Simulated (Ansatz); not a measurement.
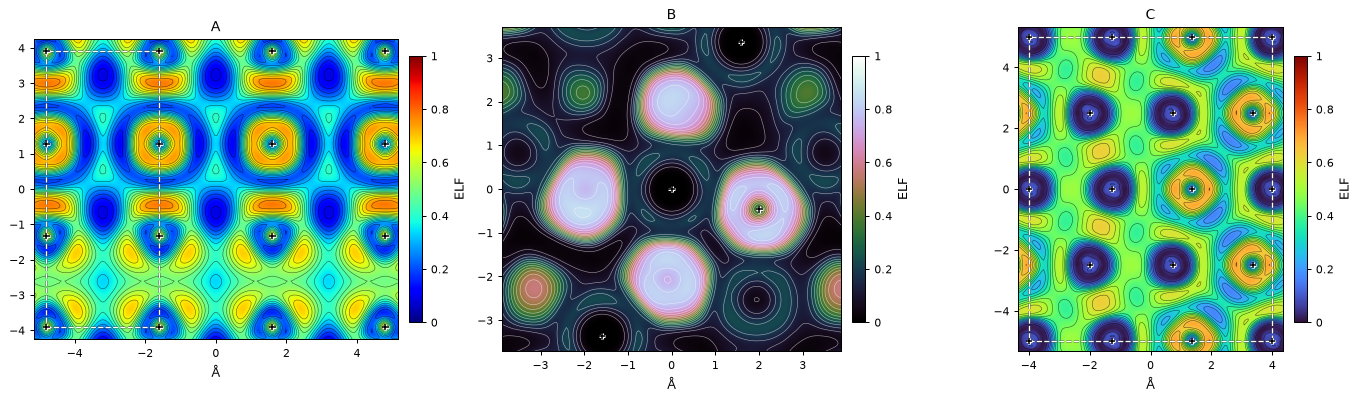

The electron localisation function of 3 systems, each on a plane through atoms (crosses mark nuclei in the plane).

All numbers below come from DFT r2SCAN, scalar-relativistic, plane waves, PAW (Ansatz).

System 1: Si2Mo, the (010) plane of the conventional cell. Space group I4/mmm; computed without spin polarisation.

```
Si Mo
1.0
     3.20175    0.00000    0.00000
     0.00000    3.20175    0.00000
     0.00000    0.00000    7.81867
Si Mo
4 2
Direct
  0.00000 0.00000 0.33529
  0.50000 0.50000 0.83529
  0.00000 0.00000 0.66471
  0.50000 0.50000 0.16471
  0.00000 0.00000 0.00000
  0.50000 0.50000 0.50000
```

System 2: SnO2, the (111) plane of the conventional cell. Space group Pbcn; a structure from a database of computed crystals, not necessarily the ambient phase.

```
CELL_PARAMETERS angstrom
4.73226 0.00000 0.00000
0.00000 5.74336 0.00000
0.00000 0.00000 5.23811
ATOMIC_POSITIONS crystal
Sn 0.50000 0.66519 0.75000
Sn 0.00000 0.83481 0.25000
Sn 0.50000 0.33481 0.25000
Sn 0.00000 0.16519 0.75000
O 0.72980 0.60762 0.07888
O 0.22980 0.89238 0.92112
O 0.77020 0.89238 0.57888
O 0.27020 0.60762 0.42112
O 0.72980 0.39238 0.57888
O 0.22980 0.10762 0.42112
O 0.77020 0.10762 0.07888
O 0.27020 0.39238 0.92112
```

System 3: Al2Ru, the (101) plane of the conventional cell. Space group Fddd; a structure from a database of computed crystals, not necessarily the ambient phase; computed without spin polarisation.

```xyz
24
Lattice="4.7067 0.0000 0.0000 0.0000 7.9790 0.0000 0.0000 0.0000 8.7829" Properties=species:S:1:pos:R:3 pbc="T T T"
Al    1.1767    0.6307    2.1957
Al    3.5300    4.6202    2.1957
Al    3.5300    0.6307    6.5872
Al    1.1767    4.6202    6.5872
Al    1.1767    3.3588    2.1957
Al    3.5300    7.3483    2.1957
Al    3.5300    3.3588    6.5872
Al    1.1767    7.3483    6.5872
Al    0.0000    1.3640    0.0000
Al    2.3534    5.3535    0.0000
Al    2.3534    1.3640    4.3915
Al    0.0000    5.3535    4.3915
Al    2.3534    2.6255    0.0000
Al    0.0000    6.6150    0.0000
Al    0.0000    2.6255    4.3915
Al    2.3534    6.6150    4.3915
Ru    3.5300    1.9948    2.1957
Ru    1.1767    5.9843    2.1957
Ru    1.1767    1.9948    6.5872
Ru    3.5300    5.9843    6.5872
Ru    2.3534    0.0000    0.0000
Ru    0.0000    3.9895    0.0000
Ru    0.0000    0.0000    4.3915
Ru    2.3534    3.9895    4.3915
```

Q: Which map belongs to which system?

A: Panel A is system 1, Si2Mo: the plane holds Si and Mo. Si–Mo (2.62 Å): the ELF peaks at about 0.80 in the valence shell of Si, 0.9 Å from its nucleus, and is about 0.40 at the midpoint. Panel B is system 2, SnO2: the plane holds Sn and O. Sn–O (2.06 Å): the ELF peaks at about 0.80 in the valence shell of O, 0.6 Å from its nucleus, and is about 0.25 at the midpoint (no localised pair shows between them). Panel C is system 3, Al2Ru: the plane holds Al and Ru. Al–Ru (2.57 Å): the ELF is about 0.40 at the midpoint.
